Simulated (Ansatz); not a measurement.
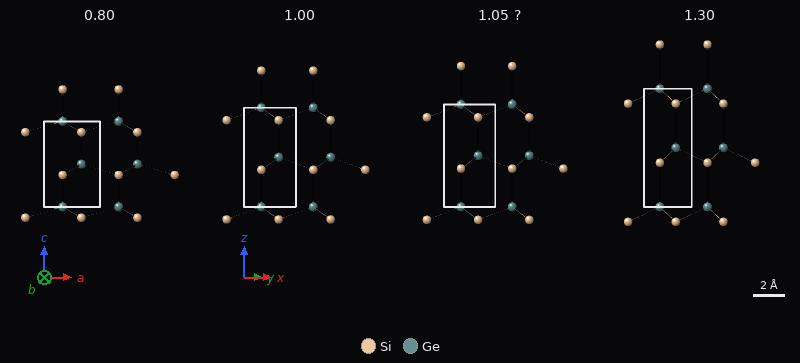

A crystal of SiGe (P6_3mc): the ratio of the cell's length along z to its lengths across, counted as 1 for the reference, is changed at fixed volume (a c/a path), with the atoms kept at their fractional coordinates. x, y and z are the Cartesian axes of the input. A ball-and-stick model of the cell of the calculation, repeated 2 × 2 × 1 with one cell outlined, seen along the b axis.

These are results of DFT r2SCAN, scalar-relativistic, plane waves, PAW (Ansatz 0.2.0), not measurements. (plane-wave cutoff 500 eV; k-point mesh 12 × 12 × 6; occupations gaussian; smearing width 0.05 eV; no spin polarisation). Energies (free energies at the smearing named) are counted from the cell as listed in its source, which wasn't relaxed.

```
axial ratio over its reference value  ΔE (meV/atom)
                                0.80            575
                                0.85            293
                                0.92             73
                                0.96             17
                                1.00              0
                                1.05              ?
                                1.10             79
                                1.20            265
                                1.30            486
```

One row is withheld. What is its energy?

A straight line between the two neighbours gives 40 meV/atom. A cubic through the four nearest rows (0.96, 1.00, 1.10, 1.20) gives, with Lagrange weights, (−0.2790)(17) + (0.8437)(0) + (0.4821)(79) + (−0.0469)(265) = 21 meV/atom. The calculation gives 22 meV/atom, so the cubic is 1 meV/atom too low and the straight line 18 meV/atom too high, as the curve bends upwards here.

The whole profile:

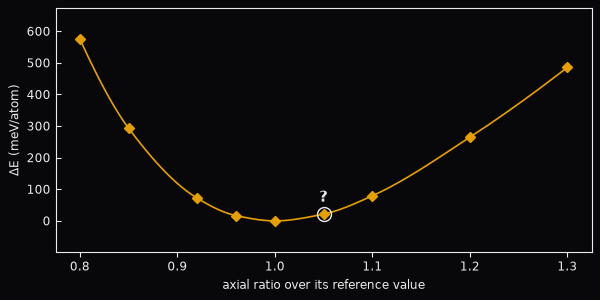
